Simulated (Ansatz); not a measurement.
Run report: GeS₃, geometry relaxation

- system: GeS₃ (4 atoms in the cell)
- method: DFT PBE, scalar-relativistic, plane waves, PAW, no spin polarisation (Ansatz 0.2.0)

The structure was made by swapping elements on the sites of another compound; it need not be a known phase. It belongs to a series of runs on one base structure; here: Cu3Au (L1_2) type (Pm-3m, No. 221). Figures and captions count atoms from 1; the log counts them from 0 in places.

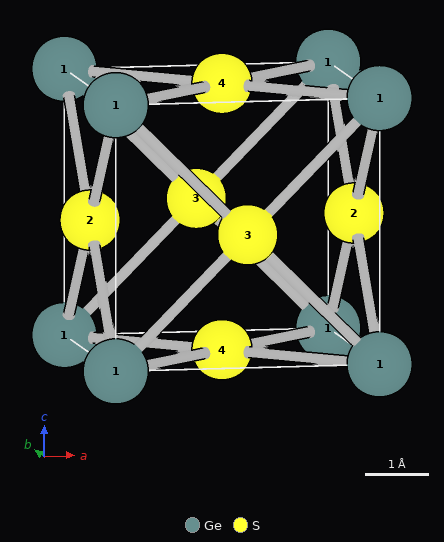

**Figure 1.** The input geometry (ball-and-stick view of the cell of the calculation, seen slightly off an axis; atoms are numbered from 1 in the order of the input).

## Input
```yaml
crystal:
  lattice:
    - [4.2916091179, 0.0, 0.0]
    - [0.0, 4.2916091179, 0.0]
    - [0.0, 0.0, 4.2916091179]
  atoms:
    - { symbol: Ge, position: [0.0, 0.0, 0.0] }
    - { symbol: S, position: [0.0, 0.5, 0.5] }
    - { symbol: S, position: [0.5, 0.0, 0.5] }
    - { symbol: S, position: [0.5, 0.5, 0.0] }
basis:
  ecutwfc: 420
kpoints:
  mp_grid: { grid: [4, 4, 4] }
hamiltonian:
  xc: pbe
scf:
  occupations: { method: gaussian, width: 0.1 }
  lower_state_search: "off"
output:
  forces: true
  stress: true
  eigenvalues: true
relax:
  adjacent_minimum: "off"
  f_tol: 0.04
  max_steps: 70
  cell: { stress_tol: 0.4 }
```

Run as:
```bash
ansatz run input.yaml --threads 1 --pin off --max-ram 2560MiB --backend cpu --events-out ev --progress --plain --runs-dir out
```

## Log
```
Engine: ansatz 0.2.0, x86_64-unknown-linux-gnu
Pseudopotentials: kind: paw
Pseudopotential: Ge, paw, valence charge 14, recommended cutoff 420 eV (normal), Ge.paw.azcp
Pseudopotential: S, paw, valence charge 6, recommended cutoff 420 eV (normal), S.paw.azcp
Functional definition: PBE
  parameter kappa = 0.804
  parameter beta = 0.06672455060314922
  exchange = pbe_x(kappa = kappa, mu = beta*pi^2/3)
  correlation = pbe_c(beta = beta)
Crystal: 4 atoms, lattice volume = 79.042 Å³
Basis set: ecut = 420 eV, 1551 PW (Γ), exchange–correlation on 60×60×60 points (8 copies of the dense FFT grid, shifted against one another)
Bands: 20, of which v1, the nominal top of the filled ones, is band 16 counted from 1 (15 counted from 0)
Symmetry: 48 space group operations
Space group: Pm-3m (ITA 221), of the structure as read, at distance tolerance 4.3e-5 Å
k-points: 10 of 64
Non-local potential: Ge, projectors of the file, l = 0: 2, l = 1: 2, l = 2: 3, l = 3: 1
Non-local potential: S, projectors of the file, l = 0: 2, l = 1: 2, l = 2: 2
PAW form: soft (Blöchl's): semilocal exchange-correlation on the pseudo side does not see the compensation charge
PAW one-centre angular grid: Ge, 590 points (default); XC on 64 Gauss nodes
PAW one-centre angular grid: S, 110 points (default); XC on 64 Gauss nodes
Initial density: superposition of atomic densities (neutral atoms: chi_scale 0, normalization atom), corrected by the library's trained network
Initial wavefunctions: pseudopotential atomic-orbital guess
Functional: x = pbe(κ = 0.804, μ = 0.2195149727645171), c = pbe(β = 0.06672455060314922)
SCF iter   1: F=—  HF=-6997.745755 eV  |F-HF|=—  |Δ(HF+E_count)|=         —  Δρ=5.15e-3  dr2=1.52e-2  ethr=1.77e-3  ⟨swp⟩=5.5  Hψ=878  notcnv=0
preconditioner: auto → Resta (q_TF=auto, 2.347 Å⁻¹)  ε∞=8.3  [insulator: Δε(μ)=0.211 eV  Ē_g=7.257 eV  σ=0.100 eV  W_gap=0.62  n_scr=18 (ndim 8)  ℏωp=19.6 eV  f_vac=0.000  D(μ)=4.11/eV (n_scr^D=32)  ε∞_Penn≈8.3]
SCF iter   2: F=—  HF=-6997.740369 eV  |F-HF|=—  |Δ(HF+E_count)|=   5.39e-3  Δρ=2.49e-3  dr2=3.83e-3  ethr=4.75e-5  ⟨swp⟩=1.7  Hψ=306  notcnv=0
SCF iter   3: F=—  HF=-6997.739588 eV  |F-HF|=—  |Δ(HF+E_count)|=   7.81e-4  Δρ=2.42e-4  dr2=6.71e-5  ethr=1.20e-5  ⟨swp⟩=2.1  Hψ=296  notcnv=0
SCF iter   4: F=—  HF=-6997.740064 eV  |F-HF|=—  |Δ(HF+E_count)|=   4.76e-4  Δρ=1.26e-4  dr2=1.43e-5  ethr=2.10e-7  ⟨swp⟩=2.1  Hψ=325  notcnv=0
SCF iter   5: F=—  HF=-6997.740062 eV  |F-HF|=—  |Δ(HF+E_count)|=   2.64e-6  Δρ=3.66e-5  dr2=6.74e-7  ethr=4.48e-8  ⟨swp⟩=2.0  Hψ=348  notcnv=0
SCF iter   6: F=-6997.740062 eV  HF=-6997.740062 eV  |F-HF|=3.17e-8  |Δ(HF+E_count)|=   9.50e-8  Δρ=9.01e-6  dr2=5.33e-8  ethr=3.13e-10  ⟨swp⟩=5.4  Hψ=839  notcnv=0
SCF 1 converged in 6 iterations: F = -6997.740062 eV  dr2 = 5.33e-8
  greatest PAW one-centre occupation: 0.998 electrons in one spin orbital (limit 2), on the Ge atom at site 0 (counted from 0), in its partial waves of l = 2
relax step   1: F+E_penalty+E_count = -6997.74006166 eV  Δ(F+E_penalty+E_count) = +0.000e0 eV  max|allowed force component| = 4.121e-30 eV/Å  Δτ_max = 0.0000 Å  P = -5.373 GPa  Ω = 79.042 Å³  (6 SCF iters, dr2 threshold 1.00e-7 eV, accepted)
Crystal: 4 atoms, lattice volume = 69.636 Å³
Basis set: ecut = 420 eV, 1357 PW (Γ), exchange–correlation on 60×60×60 points (8 copies of the dense FFT grid, shifted against one another)
Initial density: handed on by an earlier stage of this run
Initial wavefunctions: those handed on with the density
iter 1 solved again at ethr=1.12e-4 eV; its pass at ethr=3.10e-3 eV (dr2=3.59e-2 eV) is discarded
SCF iter   1: F=—  HF=-6997.876990 eV  |F-HF|=—  |Δ(HF+E_count)|=         —  Δρ=4.09e-3  dr2=3.59e-2  ethr=1.12e-4  ⟨swp⟩=1.0  Hψ=1113  notcnv=0
preconditioner: auto → Resta (q_TF=auto, 2.397 Å⁻¹)  ε∞=8.1  [insulator: Δε(μ)=0.198 eV  Ē_g=7.825 eV  σ=0.100 eV  W_gap=0.57  n_scr=18 (ndim 8)  ℏωp=20.9 eV  f_vac=0.000  D(μ)=3.93/eV (n_scr^D=32)  ε∞_Penn≈8.1]
SCF iter   2: F=—  HF=-6997.869492 eV  |F-HF|=—  |Δ(HF+E_count)|=   7.50e-3  Δρ=2.44e-3  dr2=1.32e-2  ethr=1.12e-4  ⟨swp⟩=1.0  Hψ=200  notcnv=0
SCF iter   3: F=—  HF=-6997.865293 eV  |F-HF|=—  |Δ(HF+E_count)|=   4.20e-3  Δρ=8.28e-4  dr2=5.12e-4  ethr=4.11e-5  ⟨swp⟩=2.9  Hψ=360  notcnv=0
SCF iter   4: F=—  HF=-6997.864888 eV  |F-HF|=—  |Δ(HF+E_count)|=   4.04e-4  Δρ=2.75e-4  dr2=3.82e-5  ethr=1.60e-6  ⟨swp⟩=2.0  Hψ=354  notcnv=0
SCF iter   5: F=—  HF=-6997.865239 eV  |F-HF|=—  |Δ(HF+E_count)|=   3.51e-4  Δρ=4.39e-5  dr2=9.25e-7  ethr=1.19e-7  ⟨swp⟩=2.0  Hψ=340  notcnv=0
SCF iter   6: F=-6997.865240 eV  HF=-6997.865240 eV  |F-HF|=4.40e-8  |Δ(HF+E_count)|=   3.87e-7  Δρ=8.92e-6  dr2=6.00e-8  ethr=1.25e-9  ⟨swp⟩=5.6  Hψ=935  notcnv=0
SCF 2 converged in 6 iterations: F = -6997.865240 eV  dr2 = 6.00e-8
relax step   2: F+E_penalty+E_count = -6997.86523979 eV  Δ(F+E_penalty+E_count) = -1.252e-1 eV  max|allowed force component| = 7.583e-31 eV/Å  Δτ_max = 0.0000 Å  P = +1.827 GPa  Ω = 69.636 Å³  energy of the carried Pulay correction = +6.065e-4 eV  (6 SCF iters, dr2 threshold 4.00e-7 eV, accepted)
Crystal: 4 atoms, lattice volume = 71.803 Å³
Basis set: ecut = 420 eV, 1365 PW (Γ), exchange–correlation on 60×60×60 points (8 copies of the dense FFT grid, shifted against one another)
iter 1 solved again at ethr=5.83e-6 eV; its pass at ethr=3.10e-3 eV (dr2=1.87e-3 eV) is discarded
SCF iter   1: F=—  HF=-6997.876242 eV  |F-HF|=—  |Δ(HF+E_count)|=         —  Δρ=9.34e-4  dr2=1.86e-3  ethr=5.83e-6  ⟨swp⟩=1.1  Hψ=1100  notcnv=0
preconditioner: auto → Resta (q_TF=auto, 2.384 Å⁻¹)  ε∞=8.1  [insulator: Δε(μ)=0.199 eV  Ē_g=7.709 eV  σ=0.100 eV  W_gap=0.55  n_scr=18 (ndim 8)  ℏωp=20.6 eV  f_vac=0.000  D(μ)=3.76/eV (n_scr^D=32)  ε∞_Penn≈8.1]
SCF iter   2: F=—  HF=-6997.875871 eV  |F-HF|=—  |Δ(HF+E_count)|=   3.72e-4  Δρ=5.60e-4  dr2=7.20e-4  ethr=5.81e-6  ⟨swp⟩=1.0  Hψ=200  notcnv=0
SCF iter   3: F=—  HF=-6997.875640 eV  |F-HF|=—  |Δ(HF+E_count)|=   2.30e-4  Δρ=1.78e-4  dr2=2.16e-5  ethr=2.25e-6  ⟨swp⟩=2.9  Hψ=365  notcnv=0
SCF iter   4: F=—  HF=-6997.876020 eV  |F-HF|=—  |Δ(HF+E_count)|=   3.80e-4  Δρ=7.24e-5  dr2=2.69e-6  ethr=6.76e-8  ⟨swp⟩=2.0  Hψ=345  notcnv=0
iter 5 did not close the SCF: its close was put off for the readings that it lacked (scf_convergence_deferred on its scf_iter line)
SCF iter   5: F=-6997.876021 eV  HF=-6997.876021 eV  |F-HF|=2.14e-8  |Δ(HF+E_count)|=   1.13e-6  Δρ=1.18e-5  dr2=7.29e-8  ethr=8.42e-9  ⟨swp⟩=2.0  Hψ=343  notcnv=0
SCF iter   6: F=-6997.876021 eV  HF=-6997.876021 eV  |F-HF|=3.82e-9  |Δ(HF+E_count)|=   4.46e-9  Δρ=2.72e-6  dr2=5.95e-9  ethr=2.28e-10  ⟨swp⟩=1.8  Hψ=600  notcnv=0
SCF 3 converged in 6 iterations: F = -6997.876021 eV  dr2 = 5.95e-9
relax step   3: F+E_penalty+E_count = -6997.87602124 eV  Δ(F+E_penalty+E_count) = -1.078e-2 eV  max|allowed force component| = 2.760e-30 eV/Å  Δτ_max = 0.0000 Å  P = -0.188 GPa  Ω = 71.803 Å³  energy of the carried Pulay correction = +4.600e-4 eV  (6 SCF iters, dr2 threshold 4.00e-7 eV, accepted)
Initial wavefunctions: pseudopotential atomic-orbital guess (no wavefunctions were taken with the density)
iter 1 solved again at ethr=3.45e-8 eV; its pass at ethr=3.10e-3 eV (dr2=1.10e-5 eV) is discarded
SCF iter   1: F=—  HF=-6997.875083 eV  |F-HF|=—  |Δ(HF+E_count)|=         —  Δρ=3.19e-5  dr2=1.58e-7  ethr=3.45e-8  ⟨swp⟩=3.2  Hψ=1490  notcnv=0
preconditioner: auto → Resta (q_TF=auto, 2.384 Å⁻¹)  ε∞=8.1  [insulator: Δε(μ)=0.204 eV  Ē_g=7.703 eV  σ=0.100 eV  W_gap=0.55  n_scr=18 (ndim 8)  ℏωp=20.6 eV  f_vac=0.000  D(μ)=3.74/eV (n_scr^D=32)  ε∞_Penn≈8.1]
SCF iter   2: F=—  HF=-6997.875482 eV  |F-HF|=—  |Δ(HF+E_count)|=   3.99e-4  Δρ=3.19e-5  dr2=3.25e-7  ethr=4.93e-10  ⟨swp⟩=2.0  Hψ=357  notcnv=0
SCF iter   3: F=—  HF=-6997.875482 eV  |F-HF|=—  |Δ(HF+E_count)|=   1.35e-7  Δρ=1.19e-5  dr2=4.80e-8  ethr=4.93e-10  ⟨swp⟩=2.0  Hψ=331  notcnv=0
iter 4 did not close the SCF: its close was put off for the readings that it lacked (scf_convergence_deferred on its scf_iter line)
SCF iter   4: F=-6997.875482 eV  HF=-6997.875482 eV  |F-HF|=6.28e-10  |Δ(HF+E_count)|=   1.10e-8  Δρ=1.22e-6  dr2=7.75e-10  ethr=1.50e-10  ⟨swp⟩=2.0  Hψ=309  notcnv=0
iter 5 did not close the SCF: its close was put off for the readings that it lacked (scf_convergence_deferred on its scf_iter line)
SCF iter   5: F=-6997.875482 eV  HF=-6997.875482 eV  |F-HF|=9.09e-13  |Δ(HF+E_count)|=   1.22e-9  Δρ=1.89e-7  dr2=2.73e-11  ethr=2.42e-12  ⟨swp⟩=2.0  Hψ=350  notcnv=0
SCF iter   6: F=-6997.875482 eV  HF=-6997.875482 eV  |F-HF|=0.00e0  |Δ(HF+E_count)|=  5.46e-12  Δρ=5.56e-8  dr2=2.58e-12  ethr=1.00e-12  ⟨swp⟩=2.0  Hψ=484  notcnv=0
SCF 4 converged in 6 iterations: F = -6997.875482 eV  dr2 = 2.58e-12
relax step   4: F+E_penalty+E_count = -6997.87548194 eV  Δ(F+E_penalty+E_count) = +5.393e-4 eV  max|allowed force component| = 5.259e-31 eV/Å  Δτ_max = 0.0000 Å  P = -0.184 GPa  Ω = 71.803 Å³  stress off target by 1.84e-1 GPa  SCF on the basis re-selected at this cell (its energy is not comparable with the rows above)  (6 SCF iters)
```

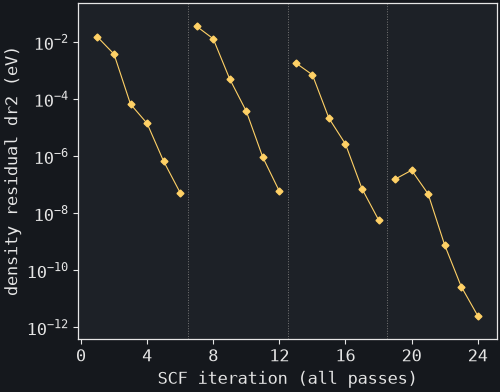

**Figure 2.** Convergence of the self-consistent field: density residual dr2 against the SCF iteration. The dotted lines part the SCF passes of the relaxation: geometry steps, rejected trials and re-solves on a re-selected basis. The passes take 6, 6, 6 and 6 iterations.

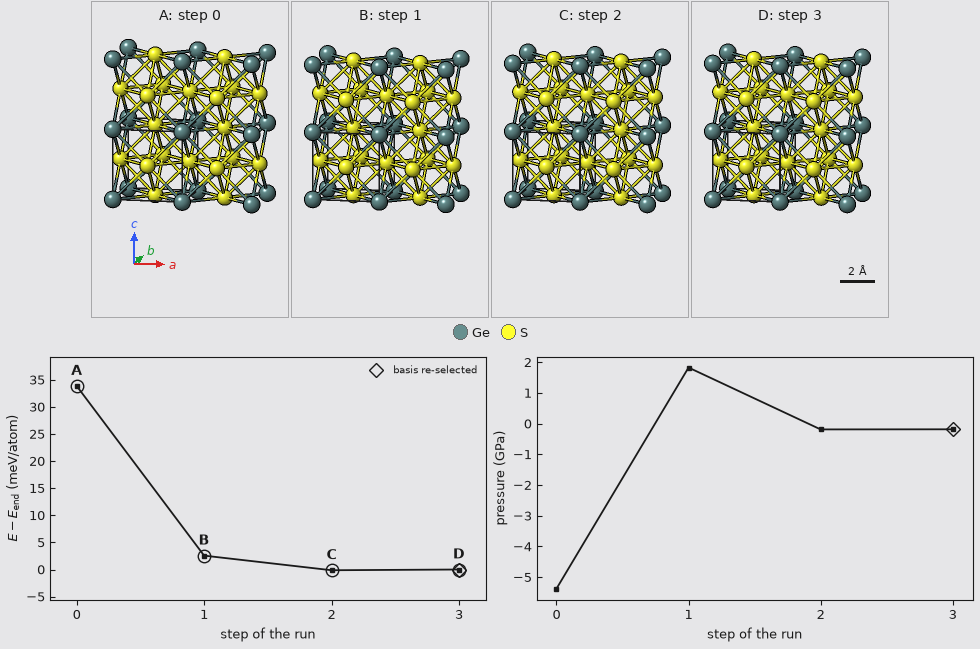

**Figure 3.** Frames of the relaxation (ball-and-stick view of the cell of the calculation, repeated 2 × 1 × 2, seen slightly off an axis) above the curves, on which the letters mark them (the first geometry is step 0 here and step 1 in the log).

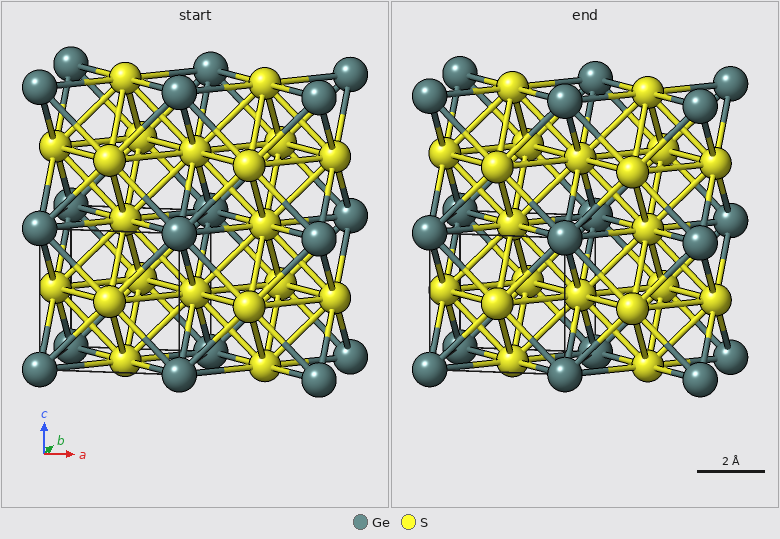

**Figure 4.** Before (left) and after (right) the relaxation, at one scale (ball-and-stick view of the cell of the calculation, repeated 2 × 1 × 2, seen slightly off an axis). The energy falls by 34.0 meV per atom in 2 geometry steps. All forces vanish by symmetry, so only the cell relaxes. The pressure goes from −5.37 to −0.18 GPa. No atom moves by more than 0.005 Å relative to the cell. Cell: a = b = c 4.292 → 4.156 Å (−3.2 %). Volume −9.2 %. Distances before and after: Ge1–S2 3.035 → 2.939 Å, S2–S3 3.035 → 2.939 Å. The space group stays Pm-3m (No. 221). A last SCF at the same geometry on a re-selected plane-wave basis shifts the energy by +0.1 meV per atom. (Atoms are counted from 1 in the order of the input.)

```
basis re-selected at this cell: Δ(F+E_penalty+E_count) = +5.393e-4 eV, ΔP = +0.004 GPa vs the last step (what re-selecting the basis moved, of the pressure what is left beyond the Pulay correction that the steps carried, after the strain that the cell walked since its last selection, with what the two solves' SCF thresholds leave and, on support functions, any second-order correction that the steps lacked; it is no measure of the basis error at this ecutwfc). This SCF's stress stands 1.84e-1 GPa from its target on what of the cell is left free (relax.cell.stress_tol is 4.00e-1 GPa) and its largest allowed force component is 5.26e-31 eV/Å (relax.f_tol is 4.00e-2 eV/Å): within both
SCF converged after 6 iterations
Free energy (F): -6997.875482 eV
Harris-Foulkes:  -6997.875482 eV  (|F-HF|=0.00e0)
Internal energy: -6997.856789 eV  (E = F + TS)
E sigma→0 (E₀):  -6997.866135 eV
Entropy (-TS):   -0.018693 eV (-4.673 meV/atom)
Fermi energy:    8.486127 eV
--- Per-component energies (eV) ---
  E_band       = -109.998606
  E_kinetic    = 420.510697
  E_local      = -2648.711933  (includes V_loc(G=0)·N_el)
  E_nonlocal   = 499.777981
  E_hartree    = 1126.996162
  E_xc         = -362.688366
  E_vxc        = -321.197818  (∫ρ·V_xc dr)
  E_paw        = -3813.095342  (= ΣΔE_a)
  E_vpaw       = -314.370241  (= ΣTr[D̂ρ^β])
  E_aug_tail   = 0.000402  (compensation charges beyond the density's cutoff)
  E_ewald      = -2220.646389
  E_smearing   = -0.018693  (= −TS)
  E_closure    = -0.000000  (closes the sum)
  Σ components = -6997.875482   (vs F -6997.875482, Δ=0.00e0)
--- Forces (eV/Å), atoms counted from 1 ---
  atom   1  Ge     0.00000000     0.00000000    -0.00000000
  atom   2  S     -0.00000000     0.00000000     0.00000000
  atom   3  S      0.00000000    -0.00000000     0.00000000
  atom   4  S      0.00000000    -0.00000000     0.00000000
  max |Σ_I F_I| component: 5.26e-31 eV/Å
--- Stress (GPa, compression-positive) ---
       -0.183808       0.000000      -0.000000
        0.000000      -0.183808      -0.000000
       -0.000000      -0.000000      -0.183808
  P = ⅓ Tr σ = -0.1838 GPa (-1.838 kbar)
--- Band table (eV; the first three rows and the last of 10) ---
  k-point 0: bands = ["-16.5745", "-16.5745", "-16.5707", "-16.5707", "-16.5707", "-6.9035", "-2.5492", "-2.5492", "2.0846", "3.0017", "3.0017", "3.0017", "7.4853", "7.4853", "7.4853", "8.8856", "8.8856", "8.8856", "13.6906", "13.6906"]
  k-point 1: bands = ["-16.5742", "-16.5727", "-16.5714", "-16.5714", "-16.5706", "-6.4884", "-3.4775", "-2.4780", "1.2929", "3.4480", "3.4480", "5.2605", "6.6655", "6.6655", "6.7512", "7.9304", "8.6802", "8.6802", "11.8687", "12.5736"]
  k-point 2: bands = ["-16.5740", "-16.5720", "-16.5720", "-16.5709", "-16.5706", "-5.6006", "-4.8186", "-2.4036", "1.2003", "4.4419", "4.4419", "5.1702", "5.1702", "6.1712", "6.5949", "8.3686", "8.9357", "8.9357", "9.6097", "11.7007"]
  k-point 9: bands = ["-16.5741", "-16.5741", "-16.5741", "-16.5687", "-16.5687", "-3.8575", "-3.8575", "-3.8575", "0.8929", "1.8840", "2.1662", "2.1662", "2.1662", "9.8173", "9.8173", "9.8173", "9.8864", "9.8864", "13.9292", "13.9292"]
--- Relaxed structure (3 steps of the walk, 3 accepted, 1 SCFs on fresh bases) ---
  F+E_penalty+E_count = -6997.87548194 eV   max|allowed force component| = 5.259e-31 eV/Å   (the final SCF, on the basis selected at the relaxed cell)
  cell:  # Å, volume = 71.8033 Å³
    - [4.156375885200801, 1.5407439555097887e-33, -5.135813185032629e-34]
    - [3.59506922952284e-33, 4.156375885200801, 2.5679065925163143e-34]
    - [-1.0271626370065257e-33, 2.5679065925163143e-34, 4.156375885200801]
  atoms:
    - { symbol: Ge, position: [-1.5997360034541695e-48, -1.86985997120324e-36, 7.479439884814369e-36] }
    - { symbol: S, position: [7.479439884814217e-35, 0.5, 0.5] }
    - { symbol: S, position: [0.5, 3.528049417321698e-49, 0.5] }
    - { symbol: S, position: [0.5, 0.5, 1.12191598272213e-35] }
```

## Trajectory as extended XYZ (Å, eV, eV/Å), 4 frames, from step=1 to step=4
```
4
Lattice="4.2916 0.0000 0.0000 0.0000 4.2916 0.0000 0.0000 0.0000 4.2916" Properties=species:S:1:pos:R:3:forces:R:3 step=1 energy=-6997.74006 pressure_GPa=-5.37
Ge    0.0000    0.0000    0.0000    0.0000   0.0000   0.0000
S     0.0000    2.1458    2.1458    0.0000   0.0000   0.0000
S     2.1458    0.0000    2.1458    0.0000   0.0000   0.0000
S     2.1458    2.1458    0.0000    0.0000   0.0000   0.0000
4
Lattice="4.1141 0.0000 0.0000 0.0000 4.1141 0.0000 0.0000 0.0000 4.1141" Properties=species:S:1:pos:R:3:forces:R:3 step=2 energy=-6997.86524 pressure_GPa=1.83
Ge    0.0000    0.0000    0.0000    0.0000   0.0000   0.0000
S     0.0000    2.0571    2.0571    0.0000   0.0000   0.0000
S     2.0571    0.0000    2.0571    0.0000   0.0000   0.0000
S     2.0571    2.0571    0.0000    0.0000   0.0000   0.0000
4
Lattice="4.1564 0.0000 0.0000 0.0000 4.1564 0.0000 0.0000 0.0000 4.1564" Properties=species:S:1:pos:R:3:forces:R:3 step=3 energy=-6997.87602 pressure_GPa=-0.19
Ge    0.0000    0.0000    0.0000    0.0000   0.0000   0.0000
S     0.0000    2.0782    2.0782    0.0000   0.0000   0.0000
S     2.0782    0.0000    2.0782    0.0000   0.0000   0.0000
S     2.0782    2.0782    0.0000    0.0000   0.0000   0.0000
4
Lattice="4.1564 0.0000 0.0000 0.0000 4.1564 0.0000 0.0000 0.0000 4.1564" Properties=species:S:1:pos:R:3:forces:R:3 step=4 energy=-6997.87548 pressure_GPa=-0.18
Ge    0.0000    0.0000    0.0000    0.0000   0.0000   0.0000
S     0.0000    2.0782    2.0782    0.0000   0.0000   0.0000
S     2.0782    0.0000    2.0782    0.0000   0.0000   0.0000
S     2.0782    2.0782    0.0000    0.0000   0.0000   0.0000
```

## Results in brief

- outcome: converged
- space group (tolerance 0.01 Å): Pm-3m (221)
- electrons treated: 32
- free energy: −6997.8755 eV
- Fermi energy: 8.486 eV
- gap on the k-point mesh: none (metallic)
- pressure: −0.18 GPa
- final volume: 71.80 Å³
- largest force (length of the vector) at the end: under 0.001 eV/Å
- final cell: a = 4.156 Å, b = 4.156 Å, c = 4.156 Å, α = 90.00°, β = 90.00°, γ = 90.00°
- hardware: 1 thread of Intel Xeon (Granite Rapids), 176 GiB of memory available, shared host
- wall time: 3.8 s
- peak memory: 0.35 GiB
